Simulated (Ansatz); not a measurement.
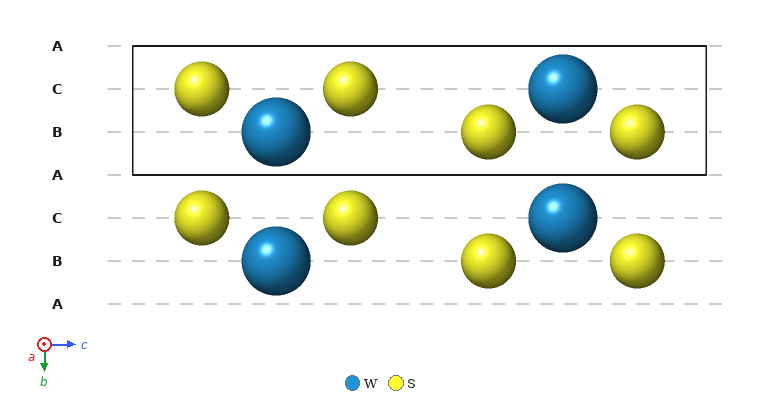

Projection along an edge of the hexagonal mesh, stacking direction c to the right. The dashed lines mark the three columns A (0, 0), B (1/3, 2/3) and C (2/3, 1/3). The sequence starts with the first layer at or above the cell's origin.

WS2. Coordinates: coordinates from a relaxation with Ansatz 0.2.0, DFT, PBE-D3(BJ), plane waves, PAW; the starting structure was generated, so it need not be a known form of this composition.

List the layers of one repeat.

S(C) – W(B) – S(C) – S(B) – W(C) – S(B) (six layers in 12.14 Å).

How are the S layers alone stacked?

S layers alone: CCBB, a sequence in which some neighbouring layers lie directly above each other.

Which positions between or in the S layers do the other atoms fill?

W: two trigonal-prismatic sites, counted in one hexagonal cell. Two of the four gaps between S layers are empty, 2.92 Å wide.

What short polytype symbol fits?

Polytype symbol 2H, the symbol of a layered MX2 polytype (number of slabs in the repeat and lattice).
